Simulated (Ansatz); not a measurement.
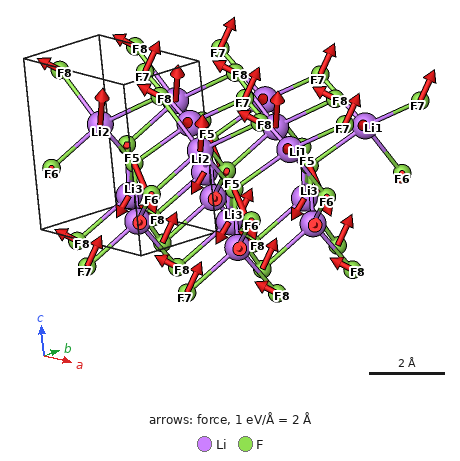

Starting geometry of solid LiF (a generated structure, set up in P1) (coarse preliminary run) with the computed forces as red arrows. The picture is a ball-and-stick view of the cell of the calculation, repeated 2 × 2 × 1 with one cell outlined, seen slightly off an axis.

These are results of Ansatz, DFT PBE, scalar-relativistic, plane waves, PAW, not measurements.

Input
```yaml
crystal:
  lattice:
    - [1.4513987779, 2.7543108195, 0.0050706363]
    - [4.2502886109, -2.700688358, -0.0161415762]
    - [-1.41592928, -0.0272790479, -4.7405986747]
  atoms:
    - { symbol: Li, position: [0.9073459681, 0.9173579307, 0.6333101177] }
    - { symbol: Li, position: [0.3910604665, 0.410980012, 0.6187153324] }
    - { symbol: Li, position: [0.3111654746, 0.7878393299, 0.1371505034] }
    - { symbol: Li, position: [0.7849725867, 0.2723812168, 0.1310464149] }
    - { symbol: F, position: [0.5435589071, 0.605025343, 0.3880275039] }
    - { symbol: F, position: [0.1077422846, 0.0805105823, 0.3648164282] }
    - { symbol: F, position: [0.4637270136, 0.9629842277, 0.8593501455] }
    - { symbol: F, position: [0.9904272989, 0.4629213574, 0.8675835539] }
basis:
  ecutwfc: 420
kpoints:
  mp_grid: { grid: [4, 4, 4] }
hamiltonian:
  xc: pbe
scf:
  occupations: { method: gaussian, width: 0.1 }
  lower_state_search: "off"
output:
  forces: true
  stress: true
  eigenvalues: true
relax:
  adjacent_minimum: "off"
  f_tol: 0.025
  max_steps: 60
  cell: { stress_tol: 0.25 }
```

Run as
```bash
ansatz run input.yaml --threads 1 --pin off --max-ram 3072MiB --backend cpu --events-out ev --progress --plain --runs-dir out
```

Q: What follows when this structure is relaxed?

A: It isn't relaxed: the largest force vector, on F5, is 0.81 eV/Å. The final displacements have little in common with the starting forces (cosine between the two patterns 0.18). The largest moves relative to the cell, 0.52 Å, are those of Li1 and Li2. Li2 goes along [1 −2 0]. By element the largest moves are Li 0.52 Å, F 0.51 Å. The volume changes by −9.2 %, with a 3.113 → 2.878 Å (−7.6 %), b 5.036 → 4.981 Å (−1.1 %), c 4.948 → 4.980 Å (+0.7 %), α 103.6° → 109.4°, β 98.0° → 90.0°, γ 94.6° → 90.0°. Some distances before and after: Li2–F6 3.119 → 2.036 Å, Li3–F8 3.041 → 2.036 Å, Li4–F7 3.007 → 2.036 Å, Li1–F5 2.854 → 2.036 Å. New bonds form: Li1–F5 (2.85 → 2.04 Å), Li1–F8 (2.81 → 2.03 Å), Li2–F6 (3.12 → 2.04 Å), Li2–F7 (2.80 → 2.03 Å). Among the angles between lasting bonds that change: F6–Li2–F8 126.7° → 180.0°, Li1–F6–Li4 127.3° → 180.0°, F6–Li4–F8 128.5° → 180.0°. The space group (tolerance 0.01 Å) goes from P1 (No. 1) to Fm-3m (No. 225). After 10 accepted moves (12 points after the start) the energy has fallen by 72.4 meV per atom. The largest force component goes from 0.57 to 0.00081 eV/Å. Pressure: 2.40 GPa at the start and 0.01 GPa at the end. The SCF was repeated twice at an unchanged geometry on a basis and grid sized afresh for the cell, which shifted the energy by 0.4 meV per atom at most.
